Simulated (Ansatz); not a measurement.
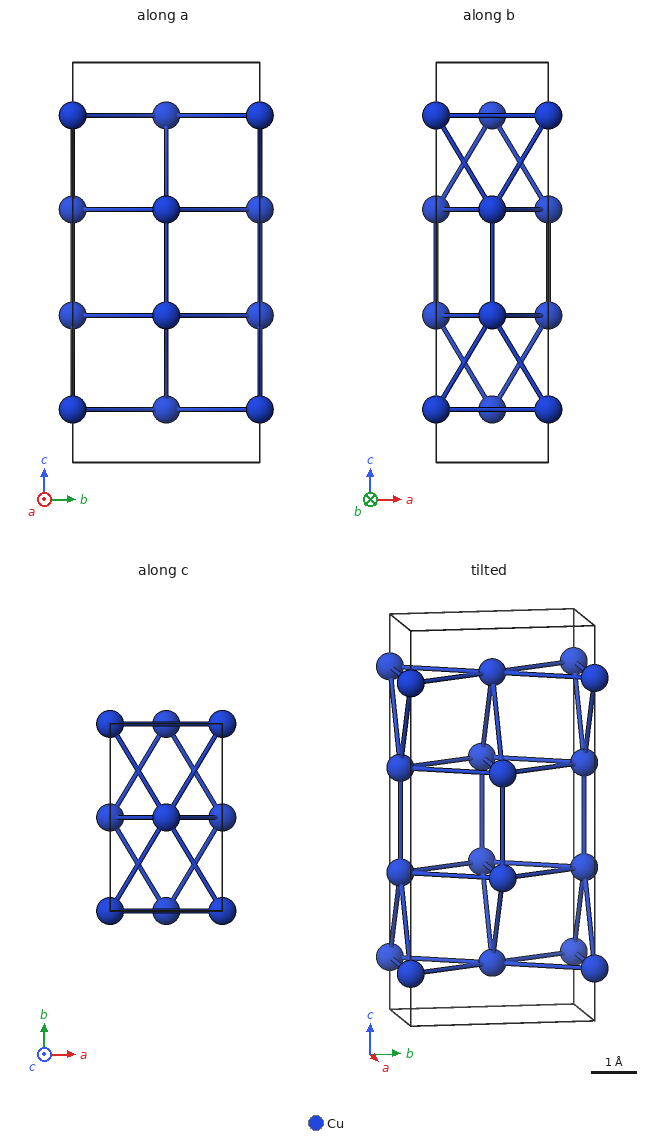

The figure gives a ball-and-stick picture of the atoms, viewed along the a axis, along the b axis, along the c axis and slightly off an axis. The lines enclose the conventional unit cell; boundary atoms appear with their images.

Lattice parameters: a = 2.5315 Å, b = 4.2166 Å, c = 9.0150 Å, α = 90.000°, β = 90.000°, γ = 90.000°.

**Express the structure as a CIF in P1 with every atom of the cell, with free fractional coordinates to two decimals.**

```cif
data_structure
_symmetry_space_group_name_H-M 'P 1'
_symmetry_Int_Tables_number 1
_cell_length_a 2.5315
_cell_length_b 4.2166
_cell_length_c 9.0150
_cell_angle_alpha 90.000
_cell_angle_beta 90.000
_cell_angle_gamma 90.000
_cell_volume 96.23
loop_
_atom_site_label
_atom_site_type_symbol
_atom_site_fract_x
_atom_site_fract_y
_atom_site_fract_z
_atom_site_occupancy
Cu1 Cu 0.50 0.00 0.37 1
Cu2 Cu 0.00 0.00 0.13 1
Cu3 Cu 0.50 0.50 0.87 1
Cu4 Cu 0.00 0.50 0.63 1
Cu5 Cu 0.00 0.00 0.87 1
Cu6 Cu 0.50 0.00 0.63 1
Cu7 Cu 0.00 0.50 0.37 1
Cu8 Cu 0.50 0.50 0.13 1
```

The starting point was a structure type filled with this element by a generator (whether the element takes this form wasn't checked). The structure drawn was relaxed with DFT r2SCAN, scalar-relativistic, plane waves, PAW (Ansatz 0.2.0).
